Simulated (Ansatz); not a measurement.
**Molecular dynamics of Ge₁₆N (part 3 of 4)**

Ge₁₆N (defect cell, 17 atoms in the cell); DFT PBE, scalar-relativistic, plane waves, PAW, PAW set soft_1, no spin polarisation (Ansatz 0.2.0); cutoff 420 eV, 2×2×2 k-mesh, Fermi–Dirac smearing of 0.05 eV. It belongs to a series of runs on one base structure; here: dynamics from the start.

Geometry of the input (Å; fractional positions):
```
0.0000  5.6600  5.6600
5.6600  0.0000  5.6600
5.6600  5.6600  0.0000
Ge 0.0030  -0.0250  0.0478
Ge 0.1291  0.1616  0.1047
Ge 0.0030  -0.0250  0.4743
Ge 0.0927  0.1364  0.6355
Ge -0.0545  0.5179  0.0183
Ge 0.1283  0.6053  0.1046
Ge 0.0027  0.5488  0.4743
Ge 0.1284  0.6053  0.6618
Ge 0.5005  0.0152  -0.0079
Ge 0.6279  0.1189  0.1344
Ge 0.4727  0.0090  0.5091
Ge 0.6279  0.1189  0.6188
Ge 0.4997  0.4923  -0.0074
Ge 0.5688  0.6437  0.1437
Ge 0.4998  0.4923  0.5153
Ge 0.6276  0.6342  0.6191
N  1.0227  0.8263  0.3255
```

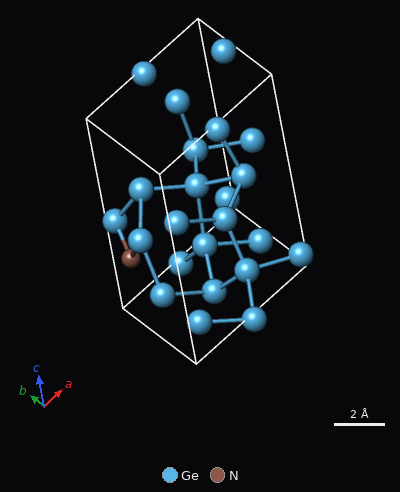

**Figure 1.** The geometry at step 52 of the log (ball-and-stick view of the cell of the calculation, seen slightly off an axis).

Trajectory as extended XYZ, continued:
```
17
Lattice="0.0000 5.6600 5.6600 5.6600 0.0000 5.6600 5.6600 5.6600 0.0000" Properties=species:S:1:pos:R:3:forces:R:3 step=12 time_fs=18.0 energy=-69097.24650 temperature=1029.6
Ge    0.2430    0.2272   -0.1526   -0.6307  -0.5380   0.3886
Ge    1.6251    1.2874    1.7489   -3.2211   2.4939  -1.3847
Ge    2.4676    2.7369    0.0071    0.1720  -0.4113  -0.9086
Ge    4.2807    4.1698    1.1866    0.5665  -0.0721   0.2498
Ge    2.9712   -0.1803    2.4662    2.1299  -2.5311   2.3014
Ge    4.0239    1.3520    4.0439   -0.1849  -0.0439   0.7096
Ge    5.7866    2.8063    3.1254   -0.1907  -1.1998  -0.8273
Ge    7.1870    4.3863    4.1348    0.2571   1.4521   0.4100
Ge    0.0258    2.8114    2.9549   -0.3430  -1.0488  -1.1360
Ge    1.4327    4.1617    4.1686    0.5353   1.8498   0.3384
Ge    3.0017    5.5206    2.7773   -0.0621   0.0350   0.2791
Ge    4.1604    7.1522    4.2606   -0.5471  -0.4236   0.4812
Ge    2.6620    2.8179    5.6147    1.3648  -0.9827   0.6769
Ge    4.4967    4.1146    6.8912   -0.9187  -1.4463  -0.1684
Ge    5.5911    5.6894    5.5982    1.8383   1.3060  -0.3377
Ge    7.2032    7.0300    7.2584   -1.2593   0.0988  -0.8698
N     6.4488    7.4870   10.4258    0.4937   1.4620  -0.2025
17
Lattice="0.0000 5.6600 5.6600 5.6600 0.0000 5.6600 5.6600 5.6600 0.0000" Properties=species:S:1:pos:R:3:forces:R:3 step=17 time_fs=25.5 energy=-69096.60319 temperature=718.8
Ge    0.2837    0.1961   -0.1602   -0.5934   0.1852   0.1717
Ge    1.6416    1.2973    1.7780   -3.6078   2.6324  -1.4387
Ge    2.4376    2.7469    0.0521    0.2698  -0.3490  -1.1689
Ge    4.2497    4.1891    1.1434    0.7761  -0.0232   0.2888
Ge    2.9658   -0.1949    2.4246    2.2344  -2.6865   2.7126
Ge    4.0243    1.3657    4.0065   -0.1769  -0.1178   0.8197
Ge    5.7833    2.8383    3.1188   -0.3487  -1.3981  -1.0717
Ge    7.1958    4.3653    4.1316    0.3771   1.8412   0.4416
Ge    0.0160    2.8102    2.9582   -0.5329  -1.2121  -1.3331
Ge    1.4376    4.1171    4.1478    0.7227   2.2996   0.4218
Ge    3.0298    5.5058    2.8013   -0.0818   0.0626   0.3192
Ge    4.1486    7.1880    4.2796   -0.6380  -0.6065   0.5866
Ge    2.6419    2.8208    5.6213    1.6397  -1.2257   0.8292
Ge    4.5037    4.1337    6.9008   -0.9460  -1.8117  -0.3012
Ge    5.5638    5.6795    5.5879    2.1623   1.5689  -0.4557
Ge    7.2354    7.0199    7.2977   -1.4709   0.1689  -1.0493
N     6.4502    7.5127   10.3979    0.2143   0.6719   0.2274
17
Lattice="0.0000 5.6600 5.6600 5.6600 0.0000 5.6600 5.6600 5.6600 0.0000" Properties=species:S:1:pos:R:3:forces:R:3 step=23 time_fs=34.5 energy=-69096.40854 temperature=624.4
Ge    0.3266    0.1610   -0.1678   -0.6371   0.9858  -0.0512
Ge    1.6270    1.3335    1.7994   -2.6755   1.2296  -0.9152
Ge    2.4042    2.7556    0.0944    0.3683  -0.1459  -1.4728
Ge    4.2203    4.2121    1.0944    0.9557   0.0797   0.3437
Ge    2.9800   -0.2374    2.4010    1.0633  -1.3119   2.6406
Ge    4.0231    1.3809    3.9696   -0.1675  -0.2272   0.8610
Ge    5.7760    2.8630    3.1005   -0.3562  -1.3335  -1.1115
Ge    7.2100    4.3581    4.1321    0.3242   1.9418   0.3721
Ge   -0.0010    2.7971    2.9494   -0.6196  -1.0372  -1.1426
Ge    1.4505    4.0859    4.1270    0.7620   2.2908   0.4441
Ge    3.0627    5.4887    2.8331   -0.1028   0.1427   0.2478
Ge    4.1281    7.2249    4.3083   -0.6293  -0.7540   0.6006
Ge    2.6339    2.8123    5.6373    1.6928  -1.2946   0.7731
Ge    4.5031    4.1387    6.9088   -0.5810  -1.9741  -0.7678
Ge    5.5523    5.6829    5.5713    2.2058   1.5160  -0.3257
Ge    7.2596    7.0094    7.3346   -1.5146   0.1501  -1.1339
N     6.4621    7.5750   10.3770   -0.0885  -0.2582   0.6379
17
Lattice="0.0000 5.6600 5.6600 5.6600 0.0000 5.6600 5.6600 5.6600 0.0000" Properties=species:S:1:pos:R:3:forces:R:3 step=29 time_fs=43.5 energy=-69096.55484 temperature=694.9
Ge    0.3625    0.1361   -0.1757   -0.7491   1.3609  -0.0704
Ge    1.5840    1.3825    1.8109   -1.2256  -0.6462  -0.3780
Ge    2.3748    2.7628    0.1210    0.4498   0.0997  -1.6513
Ge    4.2010    4.2359    1.0491    1.0443   0.1734   0.4528
Ge    3.0055   -0.2937    2.4058   -0.3422   0.4463   2.3970
Ge    4.0201    1.3936    3.9420   -0.1711  -0.2804   0.8161
Ge    5.7651    2.8735    3.0705   -0.1160  -1.0864  -0.7987
Ge    7.2275    4.3715    4.1364    0.0233   1.6413   0.2354
Ge   -0.0246    2.7732    2.9287   -0.5998  -0.4979  -0.4992
Ge    1.4714    4.0789    4.1109    0.5711   1.7115   0.3983
Ge    3.0946    5.4731    2.8675   -0.1063   0.2738   0.0458
Ge    4.1010    7.2538    4.3432   -0.4799  -0.8086   0.4708
Ge    2.6438    2.7901    5.6614    1.4866  -1.1417   0.4695
Ge    4.4964    4.1228    6.9085   -0.0133  -1.8257  -1.4213
Ge    5.5642    5.7023    5.5515    1.9700   1.1726   0.0571
Ge    7.2677    7.0004    7.3594   -1.3986   0.0299  -1.0816
N     6.4692    7.6257   10.3894   -0.3432  -0.6224   0.5576
17
Lattice="0.0000 5.6600 5.6600 5.6600 0.0000 5.6600 5.6600 5.6600 0.0000" Properties=species:S:1:pos:R:3:forces:R:3 step=35 time_fs=52.5 energy=-69096.77076 temperature=799.3
Ge    0.3904    0.1256   -0.1844   -0.8088   1.4364   0.0086
Ge    1.5277    1.4251    1.8180    0.0341  -1.9492  -0.2323
Ge    2.3501    2.7710    0.1300    0.4375   0.2496  -1.5780
Ge    4.1929    4.2616    1.0087    1.0378   0.2274   0.6120
Ge    3.0280   -0.3458    2.4362   -0.9564   1.4741   1.9804
Ge    4.0152    1.4034    3.9231   -0.1753  -0.2578   0.7338
Ge    5.7530    2.8724    3.0320    0.2056  -0.7698  -0.3048
Ge    7.2450    4.4023    4.1434   -0.3957   1.0841   0.1302
Ge   -0.0546    2.7440    2.9028   -0.6332   0.2073   0.3787
Ge    1.4983    4.0901    4.0992    0.2389   0.8493   0.3881
Ge    3.1253    5.4606    2.9024   -0.0768   0.4333  -0.2598
Ge    4.0689    7.2740    4.3832   -0.1898  -0.8140   0.2367
Ge    2.6696    2.7556    5.6904    1.1053  -0.8668   0.0010
Ge    4.4894    4.0875    6.8930    0.3592  -1.3171  -1.8423
Ge    5.5971    5.7343    5.5323    1.5465   0.7565   0.4986
Ge    7.2608    6.9917    7.3726   -1.1800  -0.1409  -0.9401
N     6.4574    7.6433   10.4315   -0.5491  -0.6024   0.1893
17
Lattice="0.0000 5.6600 5.6600 5.6600 0.0000 5.6600 5.6600 5.6600 0.0000" Properties=species:S:1:pos:R:3:forces:R:3 step=40 time_fs=60.0 energy=-69096.93995 temperature=881.1
Ge    0.4071    0.1286   -0.1915   -0.8108   1.2556   0.1083
Ge    1.4804    1.4454    1.8219    0.8536  -2.4833  -0.3516
Ge    2.3331    2.7798    0.1246    0.2888   0.2599  -1.3193
Ge    4.1947    4.2848    0.9800    0.9689   0.2348   0.7410
Ge    3.0395   -0.3780    2.4779   -0.7781   1.7128   1.3170
Ge    4.0097    1.4095    3.9134   -0.1596  -0.1764   0.6584
Ge    5.7444    2.8651    2.9972    0.3675  -0.4777   0.0623
Ge    7.2566    4.4371    4.1503   -0.7560   0.5397   0.1363
Ge   -0.0849    2.7211    2.8838   -0.6961   0.7502   1.0587
Ge    1.5229    4.1068    4.0926   -0.0650   0.1261   0.4443
Ge    3.1502    5.4536    2.9294   -0.0345   0.5661  -0.5391
Ge    4.0404    7.2842    4.4185    0.1205  -0.8305   0.0087
Ge    2.7003    2.7197    5.7148    0.6974  -0.6259  -0.4310
Ge    4.4863    4.0472    6.8654    0.4155  -0.6364  -1.7942
Ge    5.6374    5.7674    5.5201    1.0894   0.4696   0.8048
Ge    7.2453    6.9833    7.3759   -0.9344  -0.2932  -0.8009
N     6.4250    7.6327   10.4757   -0.5670  -0.3915  -0.1035
17
Lattice="0.0000 5.6600 5.6600 5.6600 0.0000 5.6600 5.6600 5.6600 0.0000" Properties=species:S:1:pos:R:3:forces:R:3 step=46 time_fs=69.0 energy=-69097.06626 temperature=942.1
Ge    0.4192    0.1439   -0.1989   -0.7814   0.6315   0.2776
Ge    1.4321    1.4456    1.8229    1.4241  -2.5350  -0.5022
Ge    2.3153    2.7928    0.1054   -0.0549   0.1875  -0.8408
Ge    4.2062    4.3149    0.9530    0.8265   0.1989   0.8374
Ge    3.0462   -0.3999    2.5401   -0.1093   1.5773   0.2102
Ge    4.0016    1.4152    3.9082   -0.0910  -0.0057   0.5670
Ge    5.7377    2.8517    2.9562    0.3630  -0.1234   0.3920
Ge    7.2629    4.4838    4.1602   -1.1518  -0.1335   0.2601
Ge   -0.1279    2.7011    2.8717   -0.6008   1.1479   1.5257
Ge    1.5516    4.1277    4.0892   -0.3889  -0.5784   0.5586
Ge    3.1798    5.4509    2.9563   -0.0039   0.6766  -0.8340
Ge    4.0077    7.2882    4.4608    0.5064  -0.8833  -0.2592
Ge    2.7437    2.6705    5.7396    0.1203  -0.4072  -0.9015
Ge    4.4865    3.9931    6.8151    0.3957   0.2823  -1.3050
Ge    5.6962    5.8116    5.5136    0.4494   0.2178   1.0384
Ge    7.2177    6.9703    7.3719   -0.5535  -0.4458  -0.6259
N     6.3585    7.6024   10.5228   -0.3501   0.1926  -0.3984
17
Lattice="0.0000 5.6600 5.6600 5.6600 0.0000 5.6600 5.6600 5.6600 0.0000" Properties=species:S:1:pos:R:3:forces:R:3 step=52 time_fs=78.0 energy=-69097.06186 temperature=940.1
Ge    0.4229    0.1658   -0.2033   -0.6886  -0.2143   0.4398
Ge    1.3987    1.4189    1.8187    1.4354  -2.0794  -0.4426
Ge    2.2968    2.8078    0.0773   -0.4053   0.0960  -0.2646
Ge    4.2266    4.3471    0.9348    0.6330   0.1076   0.8448
Ge    3.0518   -0.4050    2.6046    0.5669   1.2867  -0.8654
Ge    3.9926    1.4208    3.9091    0.0587   0.1886   0.4621
Ge    5.7347    2.8370    2.9193    0.2202   0.2064   0.6461
Ge    7.2569    4.5291    4.1727   -1.4087  -0.7254   0.3498
Ge   -0.1771    2.6931    2.8755   -0.1578   1.1737   1.4658
Ge    1.5761    4.1427    4.0918   -0.5982  -0.9836   0.6557
Ge    3.2093    5.4553    2.9744   -0.0585   0.6633  -1.0239
Ge    3.9803    7.2826    4.5004    0.8150  -0.9160  -0.4594
Ge    2.7883    2.6168    5.7548   -0.5190  -0.2838  -1.2133
Ge    4.4911    3.9419    6.7508    0.5323   1.0370  -0.5979
Ge    5.7597    5.8583    5.5180   -0.2634   0.0298   1.0913
Ge    7.1842    6.9526    7.3613   -0.0800  -0.5014  -0.4040
N     6.2726    7.5837   10.5476   -0.0821   0.9149  -0.6843
17
Lattice="0.0000 5.6600 5.6600 5.6600 0.0000 5.6600 5.6600 5.6600 0.0000" Properties=species:S:1:pos:R:3:forces:R:3 step=58 time_fs=87.0 energy=-69097.02171 temperature=920.7
Ge    0.4192    0.1861   -0.2031   -0.4837  -0.3936   0.3530
Ge    1.3803    1.3701    1.8099    1.0641  -1.3344  -0.2106
Ge    2.2742    2.8238    0.0463   -0.5743  -0.0338   0.2805
Ge    4.2538    4.3804    0.9257    0.3837  -0.0404   0.7873
Ge    3.0631   -0.3962    2.6601    0.9137   0.9158  -1.5312
Ge    3.9843    1.4284    3.9150    0.2666   0.3285   0.2966
Ge    5.7341    2.8244    2.8894    0.0630   0.4706   0.8376
Ge    7.2360    4.5669    4.1888   -1.3549  -1.0686   0.1592
Ge   -0.2279    2.6975    2.8947    0.4913   0.9518   1.0006
Ge    1.5944    4.1474    4.1013   -0.6647  -1.0557   0.6555
Ge    3.2381    5.4667    2.9816   -0.2242   0.4964  -1.0721
Ge    3.9616    7.2674    4.5351    0.9409  -0.8408  -0.5348
Ge    2.8274    2.5600    5.7572   -1.0977  -0.1572  -1.2577
Ge    4.5016    3.9015    6.6802    0.7855   1.4078   0.0887
Ge    5.8203    5.9053    5.5340   -0.9932  -0.1247   0.9112
Ge    7.1499    6.9297    7.3465    0.4438  -0.3908  -0.0357
N     6.1813    7.6123   10.5354    0.0399   0.8690  -0.7282
17
Lattice="0.0000 5.6600 5.6600 5.6600 0.0000 5.6600 5.6600 5.6600 0.0000" Properties=species:S:1:pos:R:3:forces:R:3 step=63 time_fs=94.5 energy=-69096.97117 temperature=896.1
Ge    0.4122    0.2000   -0.2002   -0.3117  -0.0396   0.0867
Ge    1.3740    1.3182    1.8008    0.6915  -0.6334   0.0273
Ge    2.2508    2.8369    0.0225   -0.5154  -0.2116   0.6405
Ge    4.2797    4.4079    0.9246    0.1357  -0.1963   0.7071
Ge    3.0798   -0.3813    2.6943    0.8660   0.5072  -1.7066
Ge    3.9794    1.4374    3.9223    0.4329   0.3730   0.0862
Ge    5.7342    2.8177    2.8711   -0.0440   0.6055   0.8700
Ge    7.2075    4.5899    4.2035   -1.0205  -1.0697  -0.2467
Ge   -0.2664    2.7091    2.9191    0.9925   0.7141   0.4929
Ge    1.6042    4.1428    4.1146   -0.6348  -0.9361   0.5440
Ge    3.2603    5.4804    2.9788   -0.4321   0.2759  -1.0096
Ge    3.9535    7.2477    4.5598    0.8971  -0.6604  -0.4796
Ge    2.8513    2.5114    5.7490   -1.4217   0.0491  -1.0267
Ge    4.5166    3.8791    6.6216    0.9080   1.3793   0.5364
Ge    5.8631    5.9435    5.5548   -1.5604  -0.2447   0.5317
Ge    7.1248    6.9073    7.3338    0.8887  -0.1509   0.4371
N     6.1068    7.6720   10.4950    0.1282   0.2386  -0.4908
17
Lattice="0.0000 5.6600 5.6600 5.6600 0.0000 5.6600 5.6600 5.6600 0.0000" Properties=species:S:1:pos:R:3:forces:R:3 step=69 time_fs=103.5 energy=-69096.77400 temperature=800.8
Ge    0.4006    0.2164   -0.1960   -0.1762   0.1809  -0.2913
Ge    1.3730    1.2500    1.7903    0.3327   0.1973   0.3278
Ge    2.2179    2.8503    0.0004   -0.2350  -0.4731   0.9309
Ge    4.3119    4.4389    0.9302   -0.1515  -0.4053   0.6090
Ge    3.1080   -0.3588    2.7187    0.5518  -0.0682  -1.6205
Ge    3.9779    1.4518    3.9318    0.6087   0.3504  -0.2373
Ge    5.7338    2.8156    2.8575   -0.1024   0.7380   0.5716
Ge    7.1637    4.6071    4.2184   -0.4528  -0.8198  -0.8319
Ge   -0.3028    2.7299    2.9530    1.3911   0.4832  -0.0542
Ge    1.6099    4.1282    4.1358   -0.5261  -0.6948   0.3188
Ge    3.2824    5.4993    2.9657   -0.7160  -0.0250  -0.8263
Ge    3.9526    7.2179    4.5848    0.6888  -0.3321  -0.3299
Ge    2.8659    2.4539    5.7295   -1.5982   0.4931  -0.4443
Ge    4.5435    3.8655    6.5567    0.8223   1.0635   0.8550
Ge    5.8987    5.9868    5.5845   -2.1085  -0.4473  -0.1503
Ge    7.1036    6.8794    7.3232    1.4030   0.2610   1.1247
N     6.0244    7.7537   10.4234    0.2681  -0.5017   0.0482
17
Lattice="0.0000 5.6600 5.6600 5.6600 0.0000 5.6600 5.6600 5.6600 0.0000" Properties=species:S:1:pos:R:3:forces:R:3 step=75 time_fs=112.5 energy=-69096.46444 temperature=651.4
Ge    0.3871    0.2344   -0.1949   -0.0827   0.0696  -0.5925
Ge    1.3757    1.1839    1.7832    0.1017   0.8349   0.5557
Ge    2.1825    2.8587   -0.0119    0.1284  -0.6671   1.0660
Ge    4.3426    4.4654    0.9423   -0.3701  -0.6196   0.4844
Ge    3.1422   -0.3370    2.7258    0.2077  -0.5682  -1.3723
Ge    3.9830    1.4698    3.9387    0.7332   0.2111  -0.5586
Ge    5.7325    2.8215    2.8497   -0.0655   0.8943  -0.0742
Ge    7.1150    4.6157    4.2244    0.0773  -0.4928  -1.2615
Ge   -0.3244    2.7561    2.9865    1.5185   0.3488  -0.4257
Ge    1.6099    4.1061    4.1603   -0.3850  -0.4080   0.0780
Ge    3.2969    5.5179    2.9437   -0.9342  -0.3013  -0.5259
Ge    3.9589    7.1845    4.6062    0.3423   0.0509  -0.2360
Ge    2.8635    2.4019    5.7054   -1.5745   1.0637   0.2540
Ge    4.5789    3.8633    6.5009    0.5300   0.5860   0.9880
Ge    5.9119    6.0252    5.6126   -2.3440  -0.7246  -0.7808
Ge    7.0974    6.8542    7.3247    1.7420   0.6564   1.6768
N     5.9568    7.8088   10.3554    0.3749  -0.9338   0.7246
17
Lattice="0.0000 5.6600 5.6600 5.6600 0.0000 5.6600 5.6600 5.6600 0.0000" Properties=species:S:1:pos:R:3:forces:R:3 step=81 time_fs=121.5 energy=-69096.28786 temperature=566.1
Ge    0.3728    0.2530   -0.2001    0.0187  -0.1377  -0.7228
Ge    1.3796    1.1264    1.7820   -0.0121   1.1605   0.6888
Ge    2.1484    2.8601   -0.0128    0.4053  -0.7125   1.0335
Ge    4.3694    4.4854    0.9596   -0.5012  -0.7791   0.3057
Ge    3.1786   -0.3210    2.7181   -0.0379  -0.8526  -1.0598
Ge    3.9958    1.4901    3.9396    0.6963   0.0478  -0.7810
Ge    5.7305    2.8369    2.8414    0.0648   0.9224  -0.4976
Ge    7.0670    4.6188    4.2171    0.4801  -0.2137  -1.4027
Ge   -0.3299    2.7860    3.0155    1.4144   0.2426  -0.6259
Ge    1.6057    4.0796    4.1858   -0.2377  -0.1150  -0.1215
Ge    3.3015    5.5334    2.9162   -1.0195  -0.5091  -0.1194
Ge    3.9689    7.1517    4.6249   -0.0868   0.4331  -0.2912
Ge    2.8444    2.3612    5.6838   -1.3743   1.5209   0.7730
Ge    4.6201    3.8672    6.4556    0.1676   0.0807   1.0151
Ge    5.9004    6.0559    5.6328   -2.0338  -0.9443  -0.9240
Ge    7.1096    6.8359    7.3437    1.6372   0.8566   1.7013
N     5.9098    7.8135   10.3260    0.4190  -1.0006   1.0285
17
Lattice="0.0000 5.6600 5.6600 5.6600 0.0000 5.6600 5.6600 5.6600 0.0000" Properties=species:S:1:pos:R:3:forces:R:3 step=87 time_fs=130.5 energy=-69096.35754 temperature=599.6
Ge    0.3586    0.2701   -0.2128    0.1247  -0.4649  -0.6147
Ge    1.3835    1.0811    1.7882   -0.0467   1.1927   0.7318
Ge    2.1186    2.8539   -0.0028    0.5361  -0.5996   0.8381
Ge    4.3909    4.4970    0.9801   -0.5000  -0.8648   0.0863
Ge    3.2148   -0.3141    2.6991   -0.1901  -0.9124  -0.7295
Ge    4.0159    1.5110    3.9324    0.4595  -0.0102  -0.8060
Ge    5.7292    2.8620    2.8282    0.1855   0.7248  -0.3769
Ge    7.0240    4.6196    4.1949    0.7489  -0.0430  -1.2695
Ge   -0.3203    2.8184    3.0379    1.1645   0.0841  -0.7125
Ge    1.5990    4.0519    4.2100   -0.0879   0.1868  -0.2559
Ge    3.2953    5.5435    2.8875   -0.9617  -0.6570   0.3664
Ge    3.9779    7.1236    4.6404   -0.5644   0.7994  -0.4937
Ge    2.8106    2.3366    5.6702   -0.9885   1.6917   0.9042
Ge    4.6630    3.8722    6.4212   -0.1578  -0.3470   1.0066
Ge    5.8675    6.0765    5.6435   -1.1608  -1.0440  -0.5021
Ge    7.1389    6.8266    7.3806    1.0018   0.8809   1.1502
N     5.8861    7.7644   10.3508    0.4369  -0.6174   0.6773
```
